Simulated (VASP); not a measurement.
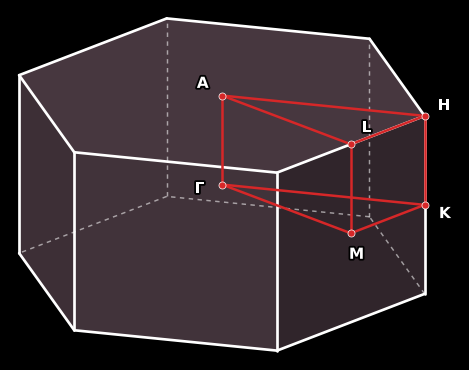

For Co, a cell listed in the Materials Project, as set up for an electronic-structure calculation: the figure shows the first Brillouin zone with its special points and a band path. Symmetry computed with spglib at a tolerance of 0.002 Å; standard conventional cell.

Labels and path follow the convention of Hinuma et al. (2017), as computed by seekpath.

Which Bravais lattice has this zone?

A primitive hexagonal lattice (hP; extended symbol hP2). The zone is a hexagonal prism in its combinatorial type: 8 faces (6 with 4 edges, 2 with 6 edges), 18 edges, 12 vertices.

In which order does the conventional band path visit the special points?

Γ–M–K–Γ–A–L–H–A | L–M | H–K
